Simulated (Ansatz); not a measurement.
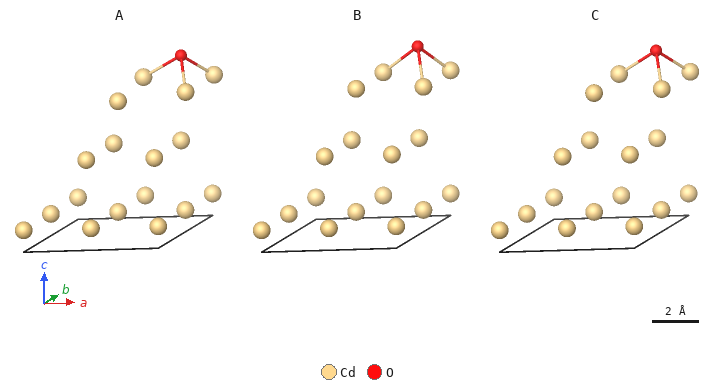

3 geometries from one constrained relaxation of a slab of composition Cd₁₂O, in shuffled order. A ball-and-stick model of the cell of the calculation, outlined in the plane, without the vacuum, seen slightly off an axis.

It is O on Cd(0001), set down by a guess. The run prepares the start of a later molecular dynamics calculation, from a guessed geometry. 4 atoms are held fixed.

Theory: DFT PBE-D3(BJ), scalar-relativistic, plane waves, PAW (Ansatz 0.2.0). Set-up: plane-wave cutoff 420 eV; k-point mesh 2 × 2 × 1; occupations fermi dirac; smearing width 0.15 eV; no spin polarisation; atoms relaxed in a fixed cell; force threshold 0.08 eV/Å; at most 25 steps.

**Order the frames from highest to lowest energy.**

B, C, A. They are steps 0, 1, 4, at +0.397 eV per cell of the calculation, +0.171 eV per cell of the calculation relative to the last. A Cd atom moves most: 0.57 Å along the normal (−c). Largest moves by element: Cd 0.57 Å, O 0.41 Å. The lattice vectors keep their values. Some distances before and after: Cd–Cd 2.980 → 2.832 Å, Cd–O 2.230 → 2.158 Å, Cd–O 2.148 → 2.159 Å. Among the angles between lasting bonds that change: Cd–O–Cd 84.0° → 93.0°, Cd–O–Cd 85.8° → 92.9°. After 3 accepted moves (4 points after the start) the energy has fallen by 0.397 eV per cell of the calculation. Largest force component: 0.71 eV/Å at the start, 0.02 eV/Å at the end. 1 step only repeated the SCF at the same geometry. Cost: 21 s on 2 threads of Intel(R) Xeon(R) Platinum 8488C (Sapphire Rapids), with other jobs on the host, peak memory 1.1 GiB.

Limits of the set-up: the k-point mesh is coarse for a cell with partly filled bands; the periodic images lie only 6.0 Å apart, so the values are limited by the cell's size.
